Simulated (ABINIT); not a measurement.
# Rpa calculation, with input and output: BP (part 1 of 4)

System: BP (F-43m, 2 atoms in the cell).
Method: Kohn-Sham DFT of a periodic cell, LDA, PseudoDojo NC SR LDA v0.4 stringent, RPA, no spin polarisation (ABINIT 10.8.3).

The structure derives from an entry of the Crystallography Open Database.

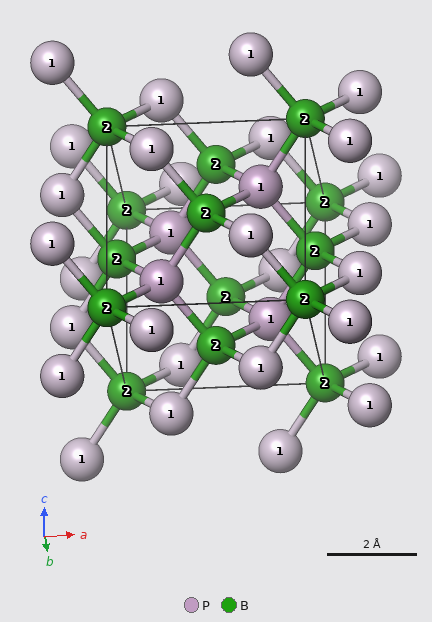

Figure 1. The input geometry (ball-and-stick view of the cell 4 times as large as that of the calculation, set on its symmetry axes, seen at an oblique angle; neighbours outside the cell are drawn fainter; atoms are numbered from 1 in the order of the input).

## Input file
```
ndtset 5

pp_dirpath "./"
pseudos "P.upf, B.upf"

acell 6.0027084861 6.0027084861 6.0027084861
rprim
     0.0000000000     0.7071067812     0.7071067812
     0.7071067812     0.0000000000     0.7071067812
     0.7071067812     0.7071067812     0.0000000000
ntypat 2
znucl 15 5
natom 2
typat 1 2
chkprim 0
chksymtnons 0
tolsym 1.0e-6
xred
            3/4            3/4            3/4
            0.0            0.0            0.0

ecut 19.0
ecutsm 0.5

kptopt 1
ngkpt 6 6 6
nshiftk 1
shiftk 0.0 0.0 0.0
istwfk *1

ixc 7

occopt 1

nstep 80
diemac 1.0

iomode 3
prteig 0
prtebands 0

nband1 4
tolvrs1 1.0e-12
prtden1 1
prtwf1 0

iscf2 -2
getden2 1
nband2 117
nbdbuf2 10
tolwfr2 1.0e-12
nstep2 120
prtden2 0

optdriver3 3
getwfk3 2
nband3 49
ecuteps3 3.6
ecutwfn3 16.0
inclvkb3 2
gwcalctyp3 1
gwrpacorr3 1
nfreqim3 6

optdriver4 3
getwfk4 2
nband4 76
ecuteps4 4.8
ecutwfn4 16.0
inclvkb4 2
gwcalctyp4 1
gwrpacorr4 1
nfreqim4 6

optdriver5 3
getwfk5 2
nband5 107
ecuteps5 6.0
ecutwfn5 16.0
inclvkb5 2
gwcalctyp5 1
gwrpacorr5 1
nfreqim5 6
```

Launched with:
```bash
abinit run.abi > log 2>&1
```

## The program's output
```
.Version 10.8.3 of ABINIT
 DATASET    1 : space group F-4 3 m (#216); Bravais cF (face-center cubic)
================================================================================
 Values of the parameters that define the memory need for DATASET  1.
     intxc =       0    ionmov =       0      iscf =       7    lmnmax =       6
     lnmax =       6     mgfft =      24  mpssoang =       3    mqgrid =    3001
     natom =       2  nloc_mem =       1    nspden =       1   nspinor =       1
    nsppol =       1      nsym =      24    n1xccc =    2501    ntypat =       2
    occopt =       1   xclevel =       1
       mpw =         620          nfft =       13824          nkpt =          16
================================================================================
================================================================================

 DATASET    2 : space group F-4 3 m (#216); Bravais cF (face-center cubic)
================================================================================
 Values of the parameters that define the memory need for DATASET  2.
     intxc =       0    ionmov =       0      iscf =      -2    lmnmax =       6
     lnmax =       6     mgfft =      24  mpssoang =       3    mqgrid =    3001
     natom =       2  nloc_mem =       1    nspden =       1   nspinor =       1
    nsppol =       1      nsym =      24    n1xccc =    2501    ntypat =       2
    occopt =       1   xclevel =       1
       mpw =         620          nfft =       13824          nkpt =          16
================================================================================
================================================================================

 DATASET    3 : space group F-4 3 m (#216); Bravais cF (face-center cubic)
================================================================================
 Values of the parameters that define the memory need for DATASET  3.
     intxc =       0    ionmov =       0      iscf =       7    lmnmax =       6
     lnmax =       6     mgfft =      24  mpssoang =       3    mqgrid =    3001
     natom =       2  nloc_mem =       1    nspden =       1   nspinor =       1
    nsppol =       1      nsym =      24    n1xccc =    2501    ntypat =       2
    occopt =       1   xclevel =       1
       mpw =         483          nfft =       13824          nkpt =          16
================================================================================
================================================================================

 DATASET    4 : space group F-4 3 m (#216); Bravais cF (face-center cubic)
================================================================================
 Values of the parameters that define the memory need for DATASET  4.
     intxc =       0    ionmov =       0      iscf =       7    lmnmax =       6
     lnmax =       6     mgfft =      24  mpssoang =       3    mqgrid =    3001
     natom =       2  nloc_mem =       1    nspden =       1   nspinor =       1
    nsppol =       1      nsym =      24    n1xccc =    2501    ntypat =       2
    occopt =       1   xclevel =       1
       mpw =         483          nfft =       13824          nkpt =          16
================================================================================
================================================================================

 DATASET    5 : space group F-4 3 m (#216); Bravais cF (face-center cubic)
================================================================================
 Values of the parameters that define the memory need for DATASET  5.
     intxc =       0    ionmov =       0      iscf =       7    lmnmax =       6
     lnmax =       6     mgfft =      24  mpssoang =       3    mqgrid =    3001
     natom =       2  nloc_mem =       1    nspden =       1   nspinor =       1
    nsppol =       1      nsym =      24    n1xccc =    2501    ntypat =       2
    occopt =       1   xclevel =       1
       mpw =         483          nfft =       13824          nkpt =          16
================================================================================
================================================================================

--------------------------------------------------------------------------------
------------- Echo of variables that govern the present computation ------------
--------------------------------------------------------------------------------
 -outvars: echo values of preprocessed input variables --------
            acell      6.0027084861E+00  6.0027084861E+00  6.0027084861E+00 Bohr
              amu      3.09737620E+01  1.08110000E+01
          chkprim           0
      chksymtnons           0
           diemac      1.00000000E+00
             ecut1     1.90000000E+01 Hartree
             ecut2     1.90000000E+01 Hartree
             ecut3     1.60000000E+01 Hartree
             ecut4     1.60000000E+01 Hartree
             ecut5     1.60000000E+01 Hartree
          ecuteps1     0.00000000E+00 Hartree
          ecuteps2     0.00000000E+00 Hartree
          ecuteps3     3.60000000E+00 Hartree
          ecuteps4     4.80000000E+00 Hartree
          ecuteps5     6.00000000E+00 Hartree
           ecutsm      5.00000000E-01 Hartree
          ecutwfn1     0.00000000E+00 Hartree
          ecutwfn2     0.00000000E+00 Hartree
          ecutwfn3     1.60000000E+01 Hartree
          ecutwfn4     1.60000000E+01 Hartree
          ecutwfn5     1.60000000E+01 Hartree
           getden1          0
           getden2          1
           getden3          0
           getden4          0
           getden5          0
           getwfk1          0
           getwfk2          0
           getwfk3          2
           getwfk4          2
           getwfk5          2
        gwcalctyp1          0
        gwcalctyp2          0
        gwcalctyp3          1
        gwcalctyp4          1
        gwcalctyp5          1
        gwrpacorr1          0
        gwrpacorr2          0
        gwrpacorr3          1
        gwrpacorr4          1
        gwrpacorr5          1
             iscf1          7
             iscf2         -2
             iscf3          7
             iscf4          7
             iscf5          7
              ixc           7
           jdtset        1    2    3    4    5
         kptrlatt        6    0    0      0    6    0      0    0    6
          kptrlen      3.60162509E+01
            natom           2
            nband1          4
            nband2        117
            nband3         49
            nband4         76
            nband5        107
           nbdbuf1          0
           nbdbuf2         10
           nbdbuf3          0
           nbdbuf4          0
           nbdbuf5          0
           ndtset           5
          nfreqim1         -1
          nfreqim2         -1
          nfreqim3          6
          nfreqim4          6
          nfreqim5          6
            ngfft          24      24      24
             nkpt          16
           npweps1          0
           npweps2          0
           npweps3         59
           npweps4         65
           npweps5        113
            nstep1         80
            nstep2        120
            nstep3         80
            nstep4         80
            nstep5         80
             nsym          24
           ntypat           2
        optdriver1          0
        optdriver2          0
        optdriver3          3
        optdriver4          3
        optdriver5          3
           prtden1          1
           prtden2          0
           prtden3          1
           prtden4          1
           prtden5          1
        prtebands           0
           prteig           0
            prtwf1          0
            prtwf2          1
            prtwf3          1
            prtwf4          1
            prtwf5          1
            rprim      0.0000000000E+00  7.0710678120E-01  7.0710678120E-01
                       7.0710678120E-01  0.0000000000E+00  7.0710678120E-01
                       7.0710678120E-01  7.0710678120E-01  0.0000000000E+00
          spgroup         216
           tolsym      1.00000000E-06
           tolvrs1     1.00000000E-12
           tolvrs2     0.00000000E+00
           tolvrs3     0.00000000E+00
           tolvrs4     0.00000000E+00
           tolvrs5     0.00000000E+00
           tolwfr1     0.00000000E+00
           tolwfr2     1.00000000E-12
           tolwfr3     0.00000000E+00
           tolwfr4     0.00000000E+00
           tolwfr5     0.00000000E+00
            typat      1  2
           xangst      3.3691833578E+00  3.3691833578E+00  3.3691833578E+00
                       0.0000000000E+00  0.0000000000E+00  0.0000000000E+00
            xcart      6.3668338141E+00  6.3668338141E+00  6.3668338141E+00
                       0.0000000000E+00  0.0000000000E+00  0.0000000000E+00
             xred      7.5000000000E-01  7.5000000000E-01  7.5000000000E-01
                       0.0000000000E+00  0.0000000000E+00  0.0000000000E+00
            znucl       15.00000    5.00000

================================================================================

 chkinp: Checking input parameters for consistency, jdtset=   1.

 chkinp: Checking input parameters for consistency, jdtset=   2.

 chkinp: Checking input parameters for consistency, jdtset=   3.

 chkinp: Checking input parameters for consistency, jdtset=   4.

 chkinp: Checking input parameters for consistency, jdtset=   5.

================================================================================
== DATASET  1 ==================================================================

--- !DatasetInfo
iteration_state: {dtset: 1, }
dimensions: {natom: 2, nkpt: 16, mband: 4, nsppol: 1, nspinor: 1, nspden: 1, mpw: 620, }
cutoff_energies: {ecut:  19.0, pawecutdg:  -1.0, }
electrons: {nelect:   8.00000000E+00, charge:   0.00000000E+00, occopt:   1.00000000E+00, tsmear:   1.00000000E-02, }
meta: {optdriver: 0, ionmov: 0, optcell: 0, iscf: 7, paral_kgb: 0, }
...

 Exchange-correlation functional for the present dataset will be:
  LDA: Perdew-Wang 92 LSD fit to Ceperley-Alder data - ixc=7
  J.P.Perdew and Y.Wang, PRB 45, 13244 (1992)

 Real(R)+Recip(G) space primitive vectors, cartesian coordinates (Bohr,Bohr^-1):
 R(1)=  0.0000000  4.2445559  4.2445559  G(1)= -0.1177980  0.1177980  0.1177980
 R(2)=  4.2445559  0.0000000  4.2445559  G(2)=  0.1177980 -0.1177980  0.1177980
 R(3)=  4.2445559  4.2445559  0.0000000  G(3)=  0.1177980  0.1177980 -0.1177980
 Unit cell volume ucvol=  1.5294200E+02 bohr^3
 Angles (23,13,12)=  6.00000000E+01  6.00000000E+01  6.00000000E+01 degrees

 getcut: wavevector=  0.0000  0.0000  0.0000  ngfft=  24  24  24
         ecut(hartree)=     19.000   => boxcut(ratio)=   2.03761

--- Pseudopotential description ------------------------------------------------
- pspini: atom type   1  psp file is ./P.upf
  15.00000   5.00000  180309                  znucl, zion, pspdat
12 -1012 2 -1 1298                            pspcod,pspxc,lmax,lloc,mmax
     nproj     2     2     2

- pspini: atom type   2  psp file is ./B.upf
   5.00000   3.00000  180309                  znucl, zion, pspdat
12 -1012 1 -1 1498                            pspcod,pspxc,lmax,lloc,mmax
     nproj     2     2     0

   8.18025940E+01                                ecore*ucvol(ha*bohr**3)
--------------------------------------------------------------------------------

================================================================================

--- !BeginCycle
iteration_state: {dtset: 1, }
solver: {iscf: 7, nstep: 80, nline: 4, wfoptalg: 0, }
tolerances: {tolvrs: 1.00E-12, }
...

     iter   Etot(hartree)      deltaE(h)  residm     vres2
 ETOT  1  -9.9139518860150    -9.914E+00 4.921E-02 4.550E+01
 ETOT  2  -9.9138093960500     1.425E-04 5.217E-05 4.493E+01
 ETOT  3  -9.9384479681702    -2.464E-02 3.509E-04 6.265E-01
 ETOT  4  -9.9387588692708    -3.109E-04 4.126E-06 4.145E-04
 ETOT  5  -9.9387593250033    -4.557E-07 1.637E-07 8.476E-06
 ETOT  6  -9.9387593289403    -3.937E-09 2.490E-09 6.339E-07
 ETOT  7  -9.9387593293052    -3.649E-10 3.984E-11 6.035E-09
 ETOT  8  -9.9387593293091    -3.919E-12 2.484E-12 3.229E-13

 At SCF step    8       vres2   =  3.23E-13 < tolvrs=  1.00E-12 =>converged.

 Cartesian components of stress tensor (hartree/bohr^3)
  sigma(1 1)= -6.24932750E-06  sigma(3 2)=  0.00000000E+00
  sigma(2 2)= -6.24932750E-06  sigma(3 1)=  0.00000000E+00
  sigma(3 3)= -6.24932750E-06  sigma(2 1)=  0.00000000E+00

--- !ResultsGS
iteration_state: {dtset: 1, }
comment   : Summary of ground state results
lattice_vectors:
- [  0.0000000,   4.2445559,   4.2445559, ]
- [  4.2445559,   0.0000000,   4.2445559, ]
- [  4.2445559,   4.2445559,   0.0000000, ]
lattice_lengths: [   6.00271,    6.00271,    6.00271, ]
lattice_angles: [ 60.000,  60.000,  60.000, ] # degrees, (23, 13, 12)
lattice_volume:   1.5294200E+02
convergence: {deltae: -3.919E-12, res2:  3.229E-13, residm:  2.484E-12, diffor: null, }
etotal    :  -9.93875933E+00
entropy   :   0.00000000E+00
fermie    :   2.81451177E-01
cartesian_stress_tensor: # hartree/bohr^3
- [ -6.24932750E-06,   0.00000000E+00,   0.00000000E+00, ]
- [  0.00000000E+00,  -6.24932750E-06,   0.00000000E+00, ]
- [  0.00000000E+00,   0.00000000E+00,  -6.24932750E-06, ]
pressure_GPa:   1.8386E-01
xred      :
- [  7.5000E-01,   7.5000E-01,   7.5000E-01,  P]
- [  0.0000E+00,   0.0000E+00,   0.0000E+00,  B]
cartesian_forces: # hartree/bohr
- [ -0.00000000E+00,  -0.00000000E+00,  -0.00000000E+00, ]
- [ -0.00000000E+00,  -0.00000000E+00,  -0.00000000E+00, ]
force_length_stats: {min:   0.00000000E+00, max:   0.00000000E+00, mean:   0.00000000E+00, }
...

 Integrated electronic density in atomic spheres:
 ------------------------------------------------
 Atom  Sphere_radius  Integrated_density
    1        2.00000          2.97588952
    2        2.00000          2.77190812
================================================================================

 ----iterations are completed or convergence reached----

 Mean square residual over all n,k,spin=   11.979E-14; max=  24.843E-13
 reduced coordinates (array xred) for    2 atoms
       0.750000000000      0.750000000000      0.750000000000
       0.000000000000      0.000000000000      0.000000000000
 rms dE/dt=  0.0000E+00; max dE/dt=  0.0000E+00; dE/dt below (all hartree)
    1       0.000000000000      0.000000000000      0.000000000000
    2       0.000000000000      0.000000000000      0.000000000000

 cartesian coordinates (angstrom) at end:
    1      3.36918335775966     3.36918335775966     3.36918335775966
    2      0.00000000000000     0.00000000000000     0.00000000000000

 cartesian forces (hartree/bohr) at end:
    1     -0.00000000000000    -0.00000000000000    -0.00000000000000
    2     -0.00000000000000    -0.00000000000000    -0.00000000000000
 frms,max,avg= 0.0000000E+00 0.0000000E+00   0.000E+00  0.000E+00  0.000E+00 h/b

 cartesian forces (eV/Angstrom) at end:
    1     -0.00000000000000    -0.00000000000000    -0.00000000000000
    2     -0.00000000000000    -0.00000000000000    -0.00000000000000
 frms,max,avg= 0.0000000E+00 0.0000000E+00   0.000E+00  0.000E+00  0.000E+00 e/A
 length scales=  6.002708486100  6.002708486100  6.002708486100 bohr
              =  3.176496532383  3.176496532383  3.176496532383 angstroms
 Fermi (or HOMO) energy (hartree) =   0.28145   Average Vxc (hartree)=  -0.41076
 Eigenvalues (hartree) for nkpt=  16  k points:
 kpt#   1, nband=  4, wtk=  0.00463, kpt=  0.0000  0.0000  0.0000 (reduced coord)
  -0.29584    0.28145    0.28145    0.28145
 prteigrs : prtvol=0 or 1, do not print more k-points.

--- !EnergyTerms
iteration_state     : {dtset: 1, }
comment             : Components of total free energy in Hartree
kinetic             :  4.69810220395230E+00
hartree             :  6.13653814958116E-01
xc                  : -3.34011993303954E+00
Ewald energy        : -1.05984816123183E+01
psp_core            :  5.34860239956028E-01
local_psp           : -2.94207193494996E+00
non_local_psp       :  1.09529789213227E+00
total_energy        : -9.93875932930912E+00
total_energy_eV     : -2.70447418915678E+02
band_energy         :  3.10904193606715E-01
...

 Cartesian components of stress tensor (hartree/bohr^3)
  sigma(1 1)= -6.24932750E-06  sigma(3 2)=  0.00000000E+00
  sigma(2 2)= -6.24932750E-06  sigma(3 1)=  0.00000000E+00
  sigma(3 3)= -6.24932750E-06  sigma(2 1)=  0.00000000E+00
```
